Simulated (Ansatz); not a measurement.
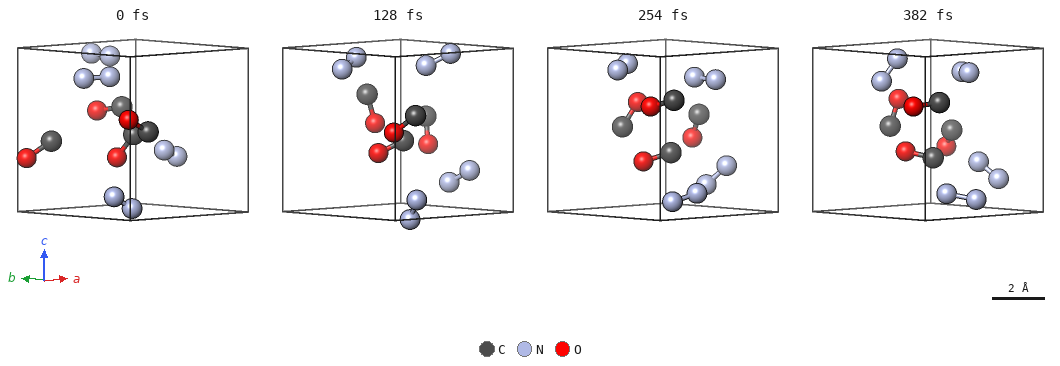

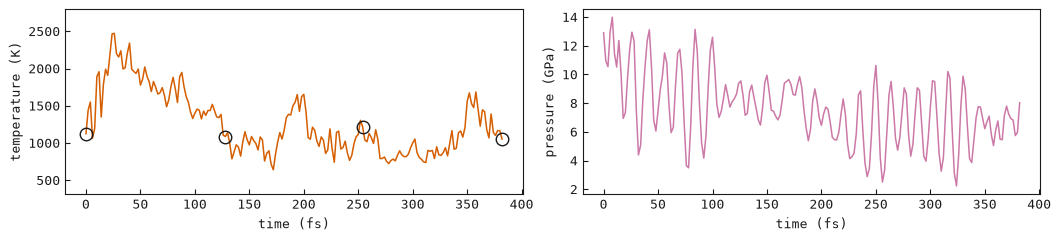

A Born-Oppenheimer molecular dynamics run of a 16-atom cell of CN2O, 382 fs long. It starts from the last geometry of an earlier run, with fresh velocities. Frames and the history of the run. Style: ball-and-stick. Shown: the simulation cell, from a free direction. Atoms that leave the cell re-enter on the other side.

Computed with DFT PBE+D3(BJ), scalar-relativistic, plane waves, PAW in Ansatz 0.2.0. Settings: plane-wave cutoff 420 eV; k-point mesh 2 × 2 × 2; Fermi-Dirac smearing 0.103 eV; volume 1.06 times that of the relaxed crystal; Langevin thermostat (NVT); set temperature 1200 K; time step 2 fs; friction 0.02 per fs.

Input
```yaml
crystal:
  lattice:
    - [4.5026497556, -4.5026497556, 0.0]
    - [4.5026497556, 4.5026497556, 0.0]
    - [0.0, 0.0, 6.4030879809]
  atoms:
    - { symbol: C, position: [0.6114151441, -0.2850991722, 0.6197012446] }
    - { symbol: C, position: [0.2315515934, 1.0848253946, 0.5203888295] }
    - { symbol: C, position: [0.4163533749, 0.4060252426, 0.4774646907] }
    - { symbol: C, position: [1.0833730852, 0.7875679699, 0.4332583486] }
    - { symbol: "N", position: [-0.0211226654, 0.1222582661, 0.134589313] }
    - { symbol: "N", position: [0.2139595942, 0.6366679093, -0.1821730824] }
    - { symbol: "N", position: [0.8519097804, 0.4780784731, 0.3169319745] }
    - { symbol: "N", position: [0.7037905304, 1.0813421848, 0.9215894856] }
    - { symbol: "N", position: [0.3764807585, 0.5758943291, -0.1766177235] }
    - { symbol: "N", position: [0.1093933273, 0.0993828043, 0.0577571393] }
    - { symbol: "N", position: [0.6954989207, 0.9092748577, 0.9152142583] }
    - { symbol: "N", position: [0.6944235416, 0.4273946041, 0.3665120857] }
    - { symbol: O, position: [0.5679673499, -0.1102895, 0.5898519065] }
    - { symbol: O, position: [0.0496084853, 1.066557521, 0.6048593303] }
    - { symbol: O, position: [0.3779970096, 0.5142309427, 0.3343141501] }
    - { symbol: O, position: [0.9403693745, 0.8571841533, 0.3335420241] }
basis:
  ecutwfc: 420
kpoints:
  mp_grid: { grid: [2, 2, 2], shift: [0.5, 0.5, 0.5] }
hamiltonian:
  xc: pbe
  dispersion: d3bj
scf:
  occupations: { method: fermi_dirac, width: 0.1034 }
  lower_state_search: "off"
  convergence: { dr2_threshold: 1.0e-07 }
output:
  forces: true
  stress: true
md:
  timestep: 2.0
  n_steps: 191
  ensemble: nvt_langevin
  temperature: 1200.0
  initial_velocities: maxwell_boltzmann
  seed: 28727
  friction: 0.02
```

Command:
```bash
ansatz run input.yaml --threads 4 --pin off --max-ram 9216MiB --backend cpu --events-out ev --progress --plain --runs-dir out
```

> What happens in this trajectory?

In the second half of the run the atoms are, in the root-mean-square, this far from where they began (common drift taken out): N 1.54 Å, C 1.25 Å, O 0.76 Å. The heavy atoms stay within a fraction of a molecule's size of their starting places; so short a run doesn't tell a liquid from a solid. Over the second half the temperature averages 1059 K (spread ±249 K). The potential energy in the second half lies on average 417 meV per atom below the first frame. The first frame is far from relaxed (forces up to 28.6 eV/Å), so much of the motion is the structure settling. The mean pressure there is 6.5 GPa.

The run took 4.8 min on 4 threads of Arm Neoverse V2, on a shared host, peak memory 0.59 GiB.
